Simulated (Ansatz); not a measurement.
Consider Se.

```xyz
4
Lattice="4.2586 0.0000 0.0000 0.0000 4.2586 0.0000 0.0000 0.0000 4.2586" Properties=species:S:1:pos:R:3 pbc="T T T"
Se    0.0000    0.0000    0.0000
Se    2.1293    2.1293    0.0000
Se    2.1293    0.0000    2.1293
Se    0.0000    2.1293    2.1293
```

Space group Fm-3m; set up as Se, fcc; a generated structure, not necessarily the stable one.

Method: DFT, PBEsol, plane waves (420 eV) with PAW, scalar-relativistic in Ansatz 0.2.0.

What will maps of the valence pseudo-density and electron localisation function show?

Answer. Se–Se (3.01 Å): the density is about 0.2 e/Å³ at the midpoint; the ELF is about 0.25 at the midpoint.

Metal or insulator at this level of theory?

Answer. It is gapless in this calculation (a metal or semimetal).

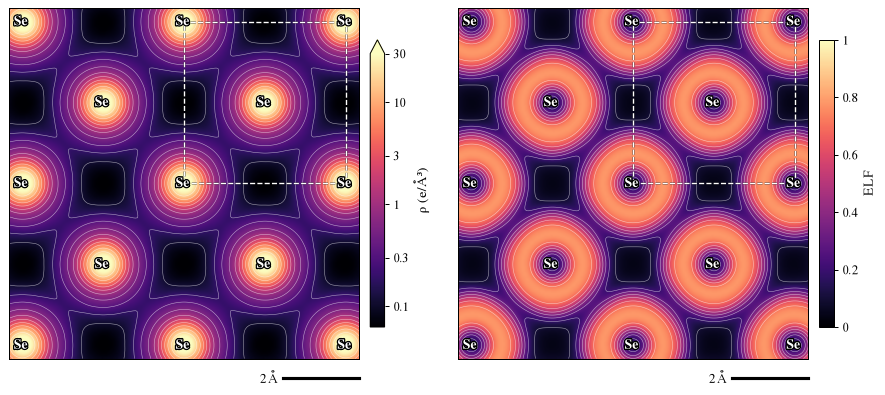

Computed valence pseudo-density and electron localisation function on the (001) plane of the conventional cell, in this order. 

The density is the valence pseudo-density of a PAW calculation; it isn't the true density close to the nuclei.
